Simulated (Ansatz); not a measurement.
Geometry relaxation of CO$_{2}$ (part 2 of 2)

Continued. System: CO$_{2}$ (6 atoms in the cell). Method: DFT r2SCAN, scalar-relativistic, plane waves, PAW, no spin polarisation (Ansatz 0.2.0); cutoff 500 eV, 8×8×8 k-mesh, Gaussian smearing of 0.1 eV. The structure derives from an entry of the Crystallography Open Database.

Geometry of the input (Å; fractional positions):
```
-1.7759  1.7759  2.9592
1.7759  -1.7759  2.9592
1.7759  1.7759  -2.9592
C  0.0000  0.0000  0.0000
C  0.7500  0.2500  0.5000
O  0.3750  0.3390  0.4640
O  0.6610  0.1250  0.0360
O  0.8750  0.9110  0.5360
O  0.0890  0.6250  0.9640
```

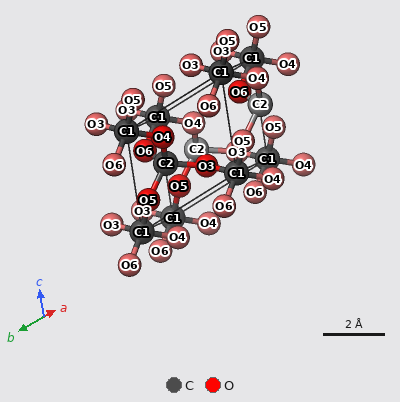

Fig. 1: The geometry at step 3 of the log (ball-and-stick view of the reduced cell, seen at an oblique angle; neighbours outside the cell are drawn fainter; atoms are numbered from 1 in the order of the input).

### The program's output, continued
```
SCF iter   1: F=—  HF=-2772.963085 eV  |F-HF|=—  |Δ(HF+E_count)|=         —  Δρ=4.72e-3  dr2=6.52e-3  dr2_τ=1.48e-2  ethr=2.10e-5  ⟨swp⟩=1.0  Hψ=7787  notcnv=0
preconditioner: auto → none  [insulator: Δε(μ)=8.589 eV  Ē_g=20.555 eV  σ=0.100 eV  W_gap=1.00  n_scr=14 (ndim 8)  ℏωp=31.3 eV  f_vac=0.032  D(μ)=0.00/eV (n_scr^D=0)  ε∞_Penn≈3.3]
SCF iter   2: F=—  HF=-2772.968118 eV  |F-HF|=—  |Δ(HF+E_count)|=   5.03e-3  Δρ=1.33e-3  dr2=4.43e-4  dr2_τ=1.65e-4  ethr=2.04e-5  ⟨swp⟩=2.0  Hψ=2132  notcnv=0
SCF iter   3: F=—  HF=-2772.968199 eV  |F-HF|=—  |Δ(HF+E_count)|=   8.15e-5  Δρ=5.33e-4  dr2=5.73e-5  dr2_τ=1.25e-5  ethr=1.39e-6  ⟨swp⟩=3.0  Hψ=2439  notcnv=0
SCF iter   4: F=—  HF=-2772.968224 eV  |F-HF|=—  |Δ(HF+E_count)|=   2.45e-5  Δρ=1.96e-4  dr2=4.97e-6  dr2_τ=1.52e-6  ethr=1.79e-7  ⟨swp⟩=2.1  Hψ=1988  notcnv=0
SCF iter   5: F=-2772.968229 eV  HF=-2772.968229 eV  |F-HF|=9.12e-9  |Δ(HF+E_count)|=   4.64e-6  Δρ=2.11e-5  dr2=9.63e-8  dr2_τ=1.18e-8  ethr=1.87e-9  ⟨swp⟩=6.8  Hψ=6164  notcnv=0
SCF 5 converged in 5 iterations: F = -2772.968229 eV  dr2 = 9.63e-8
relax step   5: F+E_penalty+E_count = -2772.96822857 eV  Δ(F+E_penalty+E_count) = -1.465e-2 eV  max|allowed force component| = 1.485e-2 eV/Å  Δτ_max = 0.0042 Å  P = +0.299 GPa  Ω = 45.154 Å³  energy of the carried Pulay correction = -1.084e-2 eV  (5 SCF iters, dr2 threshold 6.00e-7 eV, accepted)
Initial wavefunctions: pseudopotential atomic-orbital guess (no wavefunctions were taken with the density)
iter 1 solved again at ethr=8.10e-8 eV; its pass at ethr=3.10e-3 eV (dr2=2.59e-5 eV) is discarded
SCF iter   1: F=—  HF=-2772.981969 eV  |F-HF|=—  |Δ(HF+E_count)|=         —  Δρ=9.84e-4  dr2=2.30e-5  dr2_τ=9.59e-5  ethr=8.10e-8  ⟨swp⟩=3.4  Hψ=9561  notcnv=0
preconditioner: auto → none  [insulator: Δε(μ)=8.607 eV  Ē_g=20.562 eV  σ=0.100 eV  W_gap=1.00  n_scr=14 (ndim 8)  ℏωp=31.3 eV  f_vac=0.029  D(μ)=0.00/eV (n_scr^D=0)  ε∞_Penn≈3.3]
SCF iter   2: F=—  HF=-2772.983254 eV  |F-HF|=—  |Δ(HF+E_count)|=   1.29e-3  Δρ=4.94e-4  dr2=5.46e-6  dr2_τ=6.32e-5  ethr=7.18e-8  ⟨swp⟩=2.3  Hψ=2126  notcnv=0
SCF iter   3: F=—  HF=-2772.983504 eV  |F-HF|=—  |Δ(HF+E_count)|=   2.50e-4  Δρ=4.00e-5  dr2=3.87e-7  dr2_τ=2.05e-7  ethr=1.71e-8  ⟨swp⟩=2.0  Hψ=2242  notcnv=0
SCF iter   4: F=—  HF=-2772.983504 eV  |F-HF|=—  |Δ(HF+E_count)|=   4.66e-7  Δρ=8.42e-6  dr2=1.54e-8  dr2_τ=5.73e-9  ethr=1.21e-9  ⟨swp⟩=2.0  Hψ=1989  notcnv=0
SCF iter   5: F=-2772.983504 eV  HF=-2772.983504 eV  |F-HF|=5.95e-9  |Δ(HF+E_count)|=   1.79e-8  Δρ=3.79e-6  dr2=2.19e-9  dr2_τ=1.00e-9  ethr=1.87e-11  ⟨swp⟩=5.0  Hψ=4625  notcnv=0
SCF 6 converged in 5 iterations: F = -2772.983504 eV  dr2 = 2.19e-9
  greatest PAW one-centre occupation: 0.873 electrons in one spin orbital (limit 2), on the O atom at site 3 (counted from 0), in its partial waves of l = 0
relax step   6: F+E_penalty+E_count = -2772.98350433 eV  Δ(F+E_penalty+E_count) = -1.528e-2 eV  max|allowed force component| = 1.201e-2 eV/Å  Δτ_max = 0.0000 Å  P = +0.626 GPa  Ω = 45.154 Å³  stress off target by 8.93e-1 GPa  SCF on the basis re-selected at this cell (its energy is not comparable with the rows above)  (5 SCF iters)
basis re-selected at this cell: Δ(F+E_penalty+E_count) = -1.528e-2 eV, ΔP = +0.327 GPa vs the last step (what re-selecting the basis moved, of the pressure what is left beyond the Pulay correction that the steps carried, after the strain that the cell walked since its last selection, with what the two solves' SCF thresholds leave and, on support functions, any second-order correction that the steps lacked; it is no measure of the basis error at this ecutwfc). This SCF's stress stands 8.93e-1 GPa from its target on what of the cell is left free (relax.cell.stress_tol is 5.00e-1 GPa) and its largest allowed force component is 1.20e-2 eV/Å (relax.f_tol is 5.00e-2 eV/Å): not within both, so this SCF does not close the relaxation
Crystal: 6 atoms, lattice volume = 45.335 Å³
iter 1 solved again at ethr=8.81e-7 eV; its pass at ethr=3.10e-3 eV (dr2=2.82e-4 eV) is discarded
SCF iter   1: F=—  HF=-2772.983254 eV  |F-HF|=—  |Δ(HF+E_count)|=         —  Δρ=1.45e-3  dr2=2.76e-4  dr2_τ=2.35e-3  ethr=8.81e-7  ⟨swp⟩=2.9  Hψ=8261  notcnv=0
preconditioner: auto → none  [insulator: Δε(μ)=8.594 eV  Ē_g=20.529 eV  σ=0.100 eV  W_gap=1.00  n_scr=14 (ndim 8)  ℏωp=31.2 eV  f_vac=0.032  D(μ)=0.00/eV (n_scr^D=0)  ε∞_Penn≈3.3]
SCF iter   2: F=—  HF=-2772.984060 eV  |F-HF|=—  |Δ(HF+E_count)|=   8.06e-4  Δρ=7.55e-4  dr2=6.60e-5  dr2_τ=6.70e-6  ethr=8.61e-7  ⟨swp⟩=2.0  Hψ=2154  notcnv=0
SCF iter   3: F=—  HF=-2772.984078 eV  |F-HF|=—  |Δ(HF+E_count)|=   1.81e-5  Δρ=1.30e-4  dr2=4.26e-6  dr2_τ=1.07e-6  ethr=2.06e-7  ⟨swp⟩=2.0  Hψ=2242  notcnv=0
SCF iter   4: F=-2772.984078 eV  HF=-2772.984078 eV  |F-HF|=5.85e-8  |Δ(HF+E_count)|=   4.43e-7  Δρ=3.83e-5  dr2=2.48e-7  dr2_τ=4.73e-8  ethr=1.87e-9  ⟨swp⟩=6.3  Hψ=6227  notcnv=0
SCF 7 converged in 4 iterations: F = -2772.984078 eV  dr2 = 2.48e-7
relax step   7: F+E_penalty+E_count = -2772.98407770 eV  Δ(F+E_penalty+E_count) = -5.734e-4 eV  max|allowed force component| = 1.420e-4 eV/Å  Δτ_max = 0.0029 Å  P = +0.056 GPa  Ω = 45.335 Å³  energy of the carried Pulay correction = -2.136e-4 eV  (4 SCF iters, dr2 threshold 6.00e-7 eV, accepted)
iter 1 solved again at ethr=4.52e-8 eV; its pass at ethr=3.10e-3 eV (dr2=1.45e-5 eV) is discarded
SCF iter   1: F=—  HF=-2772.984252 eV  |F-HF|=—  |Δ(HF+E_count)|=         —  Δρ=1.15e-4  dr2=3.52e-7  dr2_τ=1.10e-7  ethr=4.52e-8  ⟨swp⟩=3.4  Hψ=9685  notcnv=0
preconditioner: auto → none  [insulator: Δε(μ)=8.596 eV  Ē_g=20.532 eV  σ=0.100 eV  W_gap=1.00  n_scr=14 (ndim 8)  ℏωp=31.2 eV  f_vac=0.032  D(μ)=0.00/eV (n_scr^D=0)  ε∞_Penn≈3.3]
SCF iter   2: F=—  HF=-2772.984276 eV  |F-HF|=—  |Δ(HF+E_count)|=   2.36e-5  Δρ=5.70e-5  dr2=6.20e-8  dr2_τ=7.95e-7  ethr=1.10e-9  ⟨swp⟩=2.0  Hψ=1992  notcnv=0
SCF iter   3: F=—  HF=-2772.984279 eV  |F-HF|=—  |Δ(HF+E_count)|=   2.99e-6  Δρ=1.38e-5  dr2=1.26e-8  dr2_τ=4.13e-8  ethr=1.94e-10  ⟨swp⟩=2.0  Hψ=2030  notcnv=0
SCF iter   4: F=-2772.984279 eV  HF=-2772.984279 eV  |F-HF|=5.82e-9  |Δ(HF+E_count)|=   1.45e-7  Δρ=2.53e-6  dr2=1.92e-10  dr2_τ=1.46e-9  ethr=1.87e-11  ⟨swp⟩=5.1  Hψ=4541  notcnv=0
SCF 8 converged in 4 iterations: F = -2772.984279 eV  dr2 = 1.92e-10
relax step   8: F+E_penalty+E_count = -2772.98427890 eV  Δ(F+E_penalty+E_count) = -2.012e-4 eV  max|allowed force component| = 6.280e-5 eV/Å  Δτ_max = 0.0000 Å  P = +0.050 GPa  Ω = 45.335 Å³  stress off target by 8.18e-2 GPa  SCF on the basis re-selected at this cell (its energy is not comparable with the rows above)  (4 SCF iters)
basis re-selected at this cell: Δ(F+E_penalty+E_count) = -2.012e-4 eV, ΔP = -0.006 GPa vs the last step (what re-selecting the basis moved, of the pressure what is left beyond the Pulay correction that the steps carried, after the strain that the cell walked since its last selection, with what the two solves' SCF thresholds leave and, on support functions, any second-order correction that the steps lacked; it is no measure of the basis error at this ecutwfc). This SCF's stress stands 8.18e-2 GPa from its target on what of the cell is left free (relax.cell.stress_tol is 5.00e-1 GPa) and its largest allowed force component is 6.28e-5 eV/Å (relax.f_tol is 5.00e-2 eV/Å): within both
SCF converged after 4 iterations
Free energy (F): -2772.984279 eV
Harris-Foulkes:  -2772.984279 eV  (|F-HF|=5.82e-9)
Internal energy: -2772.984279 eV  (E = F + TS)
E sigma→0 (E₀):  -2772.984279 eV
Fermi energy:    9.260334 eV
--- Per-component energies (eV) ---
  E_band       = -130.199229
  E_kinetic    = 887.820643
  E_local      = -1733.245027  (includes V_loc(G=0)·N_el)
  E_nonlocal   = 241.521620
  E_hartree    = 575.686985
  E_xc         = -384.180815
  E_vxc        = -549.347938  (∫ρ·V_xc dr)
  E_paw        = -842.976051  (= ΣΔE_a)
  E_vpaw       = -163.060369  (= ΣTr[D̂ρ^β])
  E_aug_tail   = 0.004417  (compensation charges beyond the density's cutoff)
  E_vtau       = 34.733343  (kinetic-family band-sum trace: ∫τ·v_τ [+ j·A + Jᵃ·Aᵃ] dr)
  E_ewald      = -1517.438740
  E_core_change = -0.177311  (= ΣΔE_core)
  E_smearing   = -0.000000  (= −TS)
  E_closure    = -0.000000  (closes the sum)
  Σ components = -2772.984279   (vs F -2772.984279, Δ=0.00e0)
--- Forces (eV/Å), atoms counted from 1 ---
  atom   1  C     -0.00000000     0.00000000    -0.00000000
  atom   2  C     -0.00000000    -0.00000000    -0.00000000
  atom   3  O     -0.00006280    -0.00000000     0.00000000
  atom   4  O      0.00000000     0.00006280     0.00000000
  atom   5  O      0.00006280    -0.00000000    -0.00000000
  atom   6  O     -0.00000000    -0.00006280    -0.00000000
  max |Σ_I F_I| component: 9.97e-17 eV/Å
--- Stress (GPa, compression-positive) ---
        0.081803       0.000000       0.000000
        0.000000       0.081803      -0.000000
        0.000000      -0.000000      -0.015026
  P = ⅓ Tr σ = 0.0495 GPa (0.495 kbar)
--- Band table (eV; the first three rows and the last of 59) ---
  k-point 0: bands = ["-20.3858", "-15.0397", "-15.0397", "-14.3227", "-10.1865", "-4.9704", "-4.9704", "-3.6305", "0.2492", "1.0428", "2.3547", "3.6513", "3.6513", "4.1391", "4.1391", "4.5832", "13.5575", "15.2777", "15.4452", "15.4452", "18.5444", "18.7593"]
  k-point 1: bands = ["-20.2398", "-15.4167", "-15.0743", "-14.4090", "-9.8060", "-5.2007", "-4.7522", "-3.4351", "0.0778", "1.3258", "2.4773", "3.5048", "3.7898", "3.8400", "4.0259", "4.4152", "13.7470", "15.3888", "15.5920", "15.6658", "18.5094", "18.6739"]
  k-point 2: bands = ["-19.8129", "-16.2741", "-15.1443", "-14.6425", "-8.9246", "-5.6954", "-4.1830", "-3.0572", "-0.2621", "1.8832", "2.4197", "2.7472", "3.7448", "3.7866", "4.1300", "4.3139", "14.0809", "15.2767", "16.1111", "16.1435", "18.2197", "18.9832"]
  k-point 58: bands = ["-18.2418", "-18.2418", "-15.3170", "-15.3170", "-5.9556", "-5.9556", "-3.5937", "-3.5937", "1.5236", "1.5236", "1.7045", "1.7045", "2.0262", "2.0262", "4.9217", "4.9217", "14.9196", "14.9196", "16.8610", "16.8610", "17.4451", "17.4451"]
--- Relaxed structure (6 steps of the walk, 6 accepted, 2 SCFs on fresh bases) ---
  F+E_penalty+E_count = -2772.98427890 eV   max|allowed force component| = 6.280e-5 eV/Å   (the final SCF, on the basis selected at the relaxed cell)
  cell:  # Å, volume = 45.3352 Å³
    - [-1.953983281111956, 1.953983281111956, 2.9684772081161155]
    - [1.953983281111956, -1.953983281111956, 2.9684772081161155]
    - [1.953983281111956, 1.953983281111956, -2.9684772081161155]
  atoms:
    - { symbol: C, position: [6.512091431487534e-19, 6.919097145955505e-19, 1.3431188577443039e-18] }
    - { symbol: C, position: [0.75, 0.24999999999999997, 0.5] }
    - { symbol: O, position: [0.375, 0.2924682424584126, 0.41746824245841263] }
    - { symbol: O, position: [0.7075317575415874, 0.12499999999999994, 0.08253175754158731] }
    - { symbol: O, position: [0.8750000000000001, 0.9575317575415875, 0.5825317575415874] }
    - { symbol: O, position: [0.04246824245841255, 0.625, 0.9174682424584126] }
```

### Trajectory as extended XYZ (Å, eV, eV/Å), 8 frames, from step=1 to step=8
```
6
Lattice="-1.7759 1.7759 2.9592 1.7759 -1.7759 2.9592 1.7759 1.7759 -2.9592" Properties=species:S:1:pos:R:3:forces:R:3 step=1 energy=-2771.89064 pressure_GPa=29.32
C     0.0000    0.0000    0.0000    0.0000   0.0000   0.0000
C     0.0000    1.7759    1.4796    0.0000   0.0000   0.0000
O     0.7601    0.8880    0.7398   -1.7786   0.0000   0.0000
O    -0.8880    1.0158    2.2194    0.0000   1.7786   0.0000
O     1.0158    0.8880    3.6990    1.7786   0.0000   0.0000
O     2.6639    0.7601   -0.7398    0.0000  -1.7786   0.0000
6
Lattice="-1.8628 1.8628 3.0222 1.8628 -1.8628 3.0222 1.8628 1.8628 -3.0222" Properties=species:S:1:pos:R:3:forces:R:3 step=2 energy=-2772.78661 pressure_GPa=6.55
C     0.0000    0.0000    0.0000    0.0000   0.0000   0.0000
C     0.0000    1.8628    1.5111    0.0000   0.0000   0.0000
O     0.7052    0.9314    0.7555   -0.7176   0.0000   0.0000
O    -0.9314    1.1576    2.2666    0.0000   0.7176   0.0000
O     1.1576    0.9314    3.7777    0.7176   0.0000   0.0000
O     2.7942    0.7052   -0.7555    0.0000  -0.7176   0.0000
6
Lattice="-1.9209 1.9209 3.0103 1.9209 -1.9209 3.0103 1.9209 1.9209 -3.0103" Properties=species:S:1:pos:R:3:forces:R:3 step=3 energy=-2772.95124 pressure_GPa=0.41
C     0.0000    0.0000    0.0000    0.0000   0.0000   0.0000
C     0.0000    1.9209    1.5052    0.0000   0.0000   0.0000
O     0.6703    0.9605    0.7526   -0.2173   0.0000   0.0000
O    -0.9605    1.2506    2.2577    0.0000   0.2173   0.0000
O     1.2506    0.9605    3.7629    0.2173   0.0000   0.0000
O     2.8814    0.6703   -0.7526    0.0000  -0.2173   0.0000
6
Lattice="-1.9402 1.9402 2.9542 1.9402 -1.9402 2.9542 1.9402 1.9402 -2.9542" Properties=species:S:1:pos:R:3:forces:R:3 step=4 energy=-2772.95358 pressure_GPa=5.82
C     0.0000    0.0000    0.0000    0.0000   0.0000   0.0000
C     0.0000    1.9402    1.4771    0.0000   0.0000   0.0000
O     0.6485    0.9701    0.7385    0.3423   0.0000   0.0000
O    -0.9701    1.2918    2.2156    0.0000  -0.3423   0.0000
O     1.2918    0.9701    3.6927   -0.3423   0.0000   0.0000
O     2.9103    0.6485   -0.7385    0.0000   0.3423   0.0000
6
Lattice="-1.9477 1.9477 2.9757 1.9477 -1.9477 2.9757 1.9477 1.9477 -2.9757" Properties=species:S:1:pos:R:3:forces:R:3 step=5 energy=-2772.96823 pressure_GPa=0.30
C     0.0000    0.0000    0.0000    0.0000   0.0000   0.0000
C     0.0000    1.9477    1.4878    0.0000   0.0000   0.0000
O     0.6555    0.9738    0.7439    0.0149   0.0000   0.0000
O    -0.9738    1.2922    2.2318    0.0000  -0.0149   0.0000
O     1.2922    0.9738    3.7196   -0.0149   0.0000   0.0000
O     2.9215    0.6555   -0.7439    0.0000   0.0149   0.0000
6
Lattice="-1.9477 1.9477 2.9757 1.9477 -1.9477 2.9757 1.9477 1.9477 -2.9757" Properties=species:S:1:pos:R:3:forces:R:3 step=6 energy=-2772.98350 pressure_GPa=0.63
C     0.0000    0.0000    0.0000    0.0000   0.0000   0.0000
C     0.0000    1.9477    1.4878    0.0000   0.0000   0.0000
O     0.6555    0.9738    0.7439    0.0120   0.0000   0.0000
O    -0.9738    1.2922    2.2318    0.0000  -0.0120   0.0000
O     1.2922    0.9738    3.7196   -0.0120   0.0000   0.0000
O     2.9215    0.6555   -0.7439    0.0000   0.0120   0.0000
6
Lattice="-1.9540 1.9540 2.9685 1.9540 -1.9540 2.9685 1.9540 1.9540 -2.9685" Properties=species:S:1:pos:R:3:forces:R:3 step=7 energy=-2772.98408 pressure_GPa=0.06
C     0.0000    0.0000    0.0000    0.0000   0.0000   0.0000
C     0.0000    1.9540    1.4842    0.0000   0.0000   0.0000
O     0.6545    0.9770    0.7421    0.0001   0.0000   0.0000
O    -0.9770    1.2995    2.2264    0.0000  -0.0001   0.0000
O     1.2995    0.9770    3.7106   -0.0001   0.0000   0.0000
O     2.9310    0.6545   -0.7421    0.0000   0.0001   0.0000
6
Lattice="-1.9540 1.9540 2.9685 1.9540 -1.9540 2.9685 1.9540 1.9540 -2.9685" Properties=species:S:1:pos:R:3:forces:R:3 step=8 energy=-2772.98428 pressure_GPa=0.05
C     0.0000    0.0000    0.0000    0.0000   0.0000   0.0000
C     0.0000    1.9540    1.4842    0.0000   0.0000   0.0000
O     0.6545    0.9770    0.7421   -0.0001   0.0000   0.0000
O    -0.9770    1.2995    2.2264    0.0000   0.0001   0.0000
O     1.2995    0.9770    3.7106    0.0001   0.0000   0.0000
O     2.9310    0.6545   -0.7421    0.0000  -0.0001   0.0000
```

### Key numbers

- outcome: converged
- space group (tolerance 0.01 Å): I-42d (122)
- electrons treated: 32
- free energy: −2772.9843 eV
- Fermi energy: 9.260 eV
- gap on the k-point mesh: 8.60 eV
- pressure: 0.05 GPa
- final volume: 45.34 Å³
- largest force (length of the vector) at the end: under 0.001 eV/Å
- final cell: a = 4.056 Å, b = 4.056 Å, c = 4.056 Å, α = 122.39°, β = 122.39°, γ = 85.90°
- hardware: 2 threads of AMD EPYC (Zen 3), 64 GiB of memory available, shared host
- wall time: 46 s (CPU time 91 s)
- peak memory: 0.54 GiB
